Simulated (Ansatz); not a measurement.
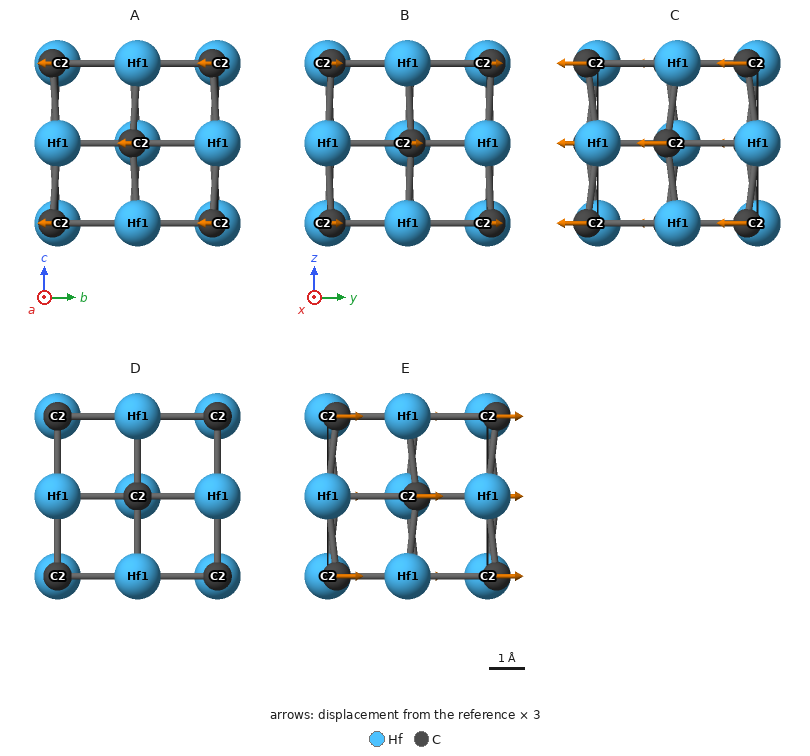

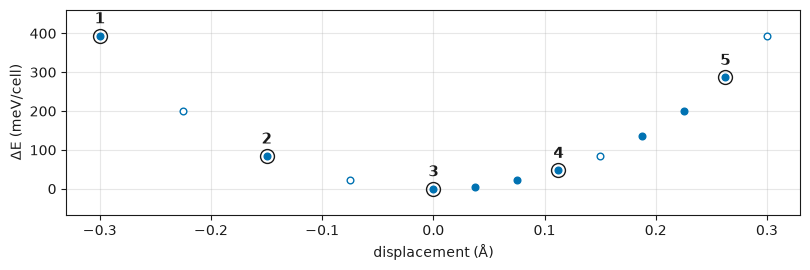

Crystalline HfC (Fm-3m): the whole C sublattice is shifted rigidly, along Cartesian [0 1 0], all else fixed. The frames are shuffled; the numbered points of the plot belong to them. Hollow markers are points alike by symmetry, not computed again. The picture is a ball-and-stick view of the conventional cell (4 times the calculation's cell), seen along the a axis. Orange arrows: displacements from the reference. Lengths and directions refer to the drawn axes.

Computed with Ansatz 0.2.0, DFT PBEsol, scalar-relativistic, plane waves, PAW. Settings: plane-wave cutoff 420 eV; k-point mesh 18 × 18 × 18; occupations gaussian; smearing width 0.15 eV; no spin polarisation. Energies (free energies at the smearing named) are counted from the cell as listed in its source, which wasn't relaxed.

### Match the frames to the points.

Point 1 is frame C (the displacement −0.30 Å, 394 meV/cell); 2 is frame A (the displacement −0.15 Å, 84 meV/cell); 3 is frame D (the displacement 0.00 Å, 0 meV/cell); 4 is frame B (the displacement 0.1125 Å, 47 meV/cell); 5 is frame E (the displacement 0.2625 Å, 287 meV/cell). Of the computed points the lowest is at the displacement 0.00 Å, 0 meV/cell. At the ends of the scan the energy is 394 meV/cell (−0.30 Å) and 394 meV/cell (0.30 Å). The curvature at zero is about 7.6 eV/Å² per cell. The well is symmetric. At the highest point the shortest interatomic distance is 2.02 Å, against 2.33 Å in the reference. The distortion takes the space group from Fm-3m to I4mm.
